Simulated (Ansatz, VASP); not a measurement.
# ZnO (zincite) in two plane-wave programs

Wanted: the spread between two codes on one cell, functional and k mesh.

Program: Ansatz 0.2.0. Level of theory: plane waves, with VASP 6.6.1 beside it; single point at HSE06. Results are calculated unless marked as measured.

### 1. Set-up

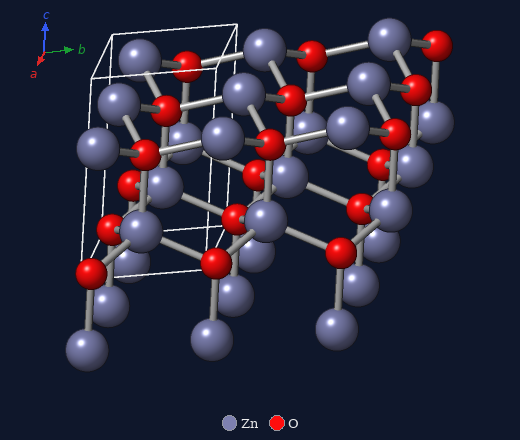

Start, viewed slightly off an axis; zinc blue, oxygen red. 3×3×1 cells are drawn. Some periodic images of atoms are drawn too.

As a file:

```xyz
4
Lattice="3.2493 0.0000 0.0000 -1.6247 2.8140 0.0000 0.0000 0.0000 5.2057" Properties=species:S:1:pos:R:3 pbc="T T T"
Zn    1.6247    0.9380    0.0000
Zn    0.0000    1.8760    2.6029
O     0.0000    1.8760    4.5759
O     1.6247    0.9380    1.9730
```

### 2. VASP: single point, HSE06

With cell and atoms fixed, the geometry can't cause a difference; cores, projectors, grids and the points listed under the comparison can.

Lines of VASP's logs that name or quote its potential files are left out, and so is its time.

The input, INCAR:

```
SYSTEM = ZnO
PREC = Accurate
ENCUT = 420
EDIFF = 1E-08
NELM = 100
ISMEAR = 0
SIGMA = 0.01
LREAL = .FALSE.
ALGO = Normal
LHFCALC = .TRUE.
AEXX = 0.25
GGA = PE
HFSCREEN = 0.2
LASPH = .TRUE.
NBANDS = 24
PRECFOCK = Fast
LORBIT = 11
LWAVE = .TRUE.
LCHARG = .FALSE.
KPAR = 8
```

The input, POSCAR:

```
ZnO
1.0
    3.2493080000      0.0000000000      0.0000000000
   -1.6246540000      2.8139832727      0.0000000000
    0.0000000000      0.0000000000      5.2057090000
Zn O
2 2
Direct
    0.6666666667      0.3333333333      0.0000000000
    0.3333333333      0.6666666667      0.5000000000
    0.3333333333      0.6666666667      0.8790100000
    0.6666666667      0.3333333333      0.3790100000
```

The input, KPOINTS:

```
Automatic mesh
0
Gamma
6 6 4
0 0 0
```

Potentials, in the order of the species: Zn and O (PBE family, release 64).

Launch:

```
$ mpirun -np 8 vasp_std
```

Numbers of over 12 decimals in the logs are rounded to 6 here.

Output:

```text
[banner, memory and clock lines left out]
running    8 mpi-ranks, on    1 nodes
 distrk:  each k-point on    1 cores,    8 groups
 distr:  one band on    1 cores,    1 groups

 POSCAR found type information on POSCAR ZnO
 POSCAR found :  2 types and       4 ions
|                                                                             |
|           W    W    AA    RRRRR   N    N  II  N    N   GGGG   !!!           |
|           W    W   A  A   R    R  NN   N  II  NN   N  G    G  !!!           |
|           W    W  A    A  R    R  N N  N  II  N N  N  G       !!!           |
|           W WW W  AAAAAA  RRRRR   N  N N  II  N  N N  G  GGG   !            |
|           WW  WW  A    A  R   R   N   NN  II  N   NN  G    G                |
|           W    W  A    A  R    R  N    N  II  N    N   GGGG   !!!           |
|                                                                             |
|     For optimal performance we recommend to set                             |
|       NCORE = 2 up to number-of-cores-per-socket                            |
|     NCORE specifies how many cores store one orbital (NPAR=cpu/NCORE).      |
|     This setting can greatly improve the performance of VASP for DFT.       |
|     The default, NCORE=1 might be grossly inefficient on modern             |
|     multi-core architectures or massively parallel machines. Do your        |
|     Unfortunately you need to use the default for GW and RPA                |
|     calculations (for HF NCORE is supported but not extensively tested      |
|     yet).                                                                   |
|                                                                             |

 LDA part: xc-table for (Slater+PW92), standard interpolation
 found WAVECAR, reading the header
 POSCAR, INCAR and KPOINTS ok, starting setup
 FFT: planning ... GRIDC
 FFT: planning ... GRID_SOFT
 FFT: planning ... GRID
 reading WAVECAR
 the WAVECAR file was read successfully
 initial charge from wavefunction
 entering main loop
       N       E                     dE             d eps       ncg     rms          rms(c)
DAV:   1    -0.229281205293E+02   -0.22928E+02   -0.27218E+00  1176   0.471E+01    0.364E+00
DAV:   2    -0.227915887606E+02    0.13653E+00   -0.84888E-01  1264   0.156E+01    0.113E+00
DAV:   3    -0.227882317025E+02    0.33571E-02   -0.11327E-01  1368   0.500E+00    0.557E-01
DAV:   4    -0.227888552992E+02   -0.62360E-03   -0.68496E-03  1216   0.811E-01    0.318E-01
DAV:   5    -0.227881258248E+02    0.72947E-03   -0.12535E-03  1064   0.328E-01    0.159E-01
DAV:   6    -0.227879677373E+02    0.15809E-03   -0.14953E-04  1448   0.196E-01    0.916E-02
DAV:   7    -0.227879027505E+02    0.64987E-04   -0.30380E-05  1576   0.950E-02    0.552E-02
DAV:   8    -0.227878862084E+02    0.16542E-04   -0.19977E-05  1184   0.407E-02    0.339E-02
DAV:   9    -0.227878814024E+02    0.48060E-05   -0.39100E-06  1120   0.233E-02    0.202E-02
DAV:  10    -0.227878799575E+02    0.14449E-05   -0.12617E-06  1104   0.106E-02    0.118E-02
DAV:  11    -0.227878796269E+02    0.33055E-06   -0.45407E-07  1120   0.654E-03    0.705E-03
DAV:  12    -0.227878795434E+02    0.83471E-07   -0.21328E-07  1128   0.402E-03    0.434E-03
DAV:  13    -0.227878795358E+02    0.76679E-08   -0.74652E-08  1104   0.234E-03
   1 F= -.22787880E+02 E0= -.22787880E+02  d E =-.259534E-23
 writing wavefunctions
```

OUTCAR, selected parts (step 2):

```text
ion  position               nearest neighbor table
   1  0.667  0.333  0.000-   4 1.97   3 1.98   3 1.98   3 1.98
   2  0.333  0.667  0.500-   3 1.97   4 1.98   4 1.98   4 1.98
   3  0.333  0.667  0.879-   2 1.97   1 1.98   1 1.98   1 1.98
   4  0.667  0.333  0.379-   1 1.97   2 1.98   2 1.98   2 1.98

  LATTYP: Found a hexagonal cell.
 ALAT       =     3.2493080000
 C/A-ratio  =     1.6020977390

 Subroutine GETGRP returns: Found 12 space group operations
 (whereof  6 operations were pure point group operations)

The static configuration has the point symmetry C_3v.
 The point group associated with its full space group is C_6v.

 Found     21 irreducible k-points:

   k-points           NKPTS =     21   k-points in BZ     NKDIM =    144   number of bands    NBANDS=     24

   dimension x,y,z NGX =    24 NGY =   24 NGZ =   36
   dimension x,y,z NGXF=    48 NGYF=   48 NGZF=   72

   ENCUT  =  420.0 eV  30.87 Ry    5.56 a.u.   5.43  5.43  8.70*2*pi/ulx,y,z

   NELECT =      36.0000    total number of electrons

 k-points in reciprocal lattice and weights: Automatic mesh
   0.00000000  0.00000000  0.00000000       0.007
   0.16666667  0.00000000  0.00000000       0.042
   0.33333333 -0.00000000  0.00000000       0.042
   0.50000000  0.00000000  0.00000000       0.021
   0.16666667  0.16666667  0.00000000       0.042
   0.33333333  0.16666667  0.00000000       0.083
   0.33333333  0.33333333  0.00000000       0.014
   0.00000000  0.00000000  0.25000000       0.014
   0.16666667  0.00000000  0.25000000       0.083
[...]
0.33333333  0.16666667  0.50000000       0.083
   0.33333333  0.33333333  0.50000000       0.014

  exchange ACFDT corr.  =         0.00000000  see jH, gK, PRB 81, 115126

 average (electrostatic) potential at core
       1 -28.2500       2 -28.2500       3 -66.9049       4 -66.9049

 E-fermi :  -0.0071

 k-point     1 :       0.0000    0.0000    0.0000
  band No.  band energies     occupation
    ...
     14      -0.9463      2.00000
     15      -0.9463      2.00000
     16      -0.1361      2.00000
     17      -0.0740      2.00000
     18      -0.0740      2.00000
     19       2.4248      0.00000
     20       7.1419      0.00000
     21      10.2991      0.00000
     22      14.9282      0.00000
     23      14.9283      0.00000
    ...

 k-point     2 :       0.1667    0.0000    0.0000
  band No.  band energies     occupation
    ...
     14      -1.9224      2.00000
     15      -1.3207      2.00000
     16      -1.1909      2.00000
     17      -0.3425      2.00000
     18      -0.2784      2.00000
     19       3.8524      0.00000
     20       8.2275      0.00000
     21      10.2010      0.00000
     22      12.7820      0.00000
     23      14.7055      0.00000
    ...

 k-point     3 :       0.3333   -0.0000    0.0000
  band No.  band energies     occupation
    ...
     14      -3.6110      2.00000
     15      -2.5943      2.00000
     16      -2.0757      2.00000
     17      -0.9478      2.00000
     18      -0.7128      2.00000
     19       6.0606      0.00000
     20       9.5310      0.00000
     21       9.7840      0.00000
     22      10.8578      0.00000
     23      13.2491      0.00000
    ...

  energy-cutoff  :      420.00
  volume of cell :       47.60
      direct lattice vectors                 reciprocal lattice vectors
     3.249308000  0.000000000  0.000000000     0.307757836  0.177684070  0.000000000
    -1.624654000  2.813983273  0.000000000     0.000000000  0.355368139  0.000000000
     0.000000000  0.000000000  5.205709000     0.000000000  0.000000000  0.192096792

 POSITION                                       TOTAL-FORCE (eV/Angst)
 -----------------------------------------------------------------------------------
      1.62465      0.93799      0.00000        -0.000000      0.000000     -0.082537
     -0.00000      1.87599      2.60285         0.000000     -0.000000     -0.082537
     -0.00000      1.87599      4.57587         0.000000     -0.000000      0.082537
      1.62465      0.93799      1.97302        -0.000000      0.000000      0.082537
 -----------------------------------------------------------------------------------
    total drift:                               -0.000000     -0.000000      0.001439

  FREE ENERGIE OF THE ION-ELECTRON SYSTEM (eV)
  ---------------------------------------------------
  free  energy   TOTEN  =       -22.7878795358 eV

  energy  without entropy=      -22.7878795358  energy(sigma->0) =      -22.78787954

 total charge
# of ion       s       p       d       tot
------------------------------------------
    1        0.424   0.482   9.938  10.844
    2        0.424   0.482   9.938  10.844
    3        1.566   3.507   0.000   5.073
    4        1.566   3.507   0.000   5.073
--------------------------------------------------
tot          3.981   7.977  19.875  31.833

[... 3 further parts left out ...]
```

(Continued in part 2 of 2.)

[Lines on the potential files, build, host, timing and source positions are cut from VASP's logs without a mark.]

[Logs are printed without paths, hosts, clocks, repeated set-up lines and the standing remarks that a program may print on its own settings, such as how far it seeks lower states.]

[Hosts, paths, dates, database ids (printed as entryN), source tags and the programs' standing remarks are cut or masked in the printed files.]
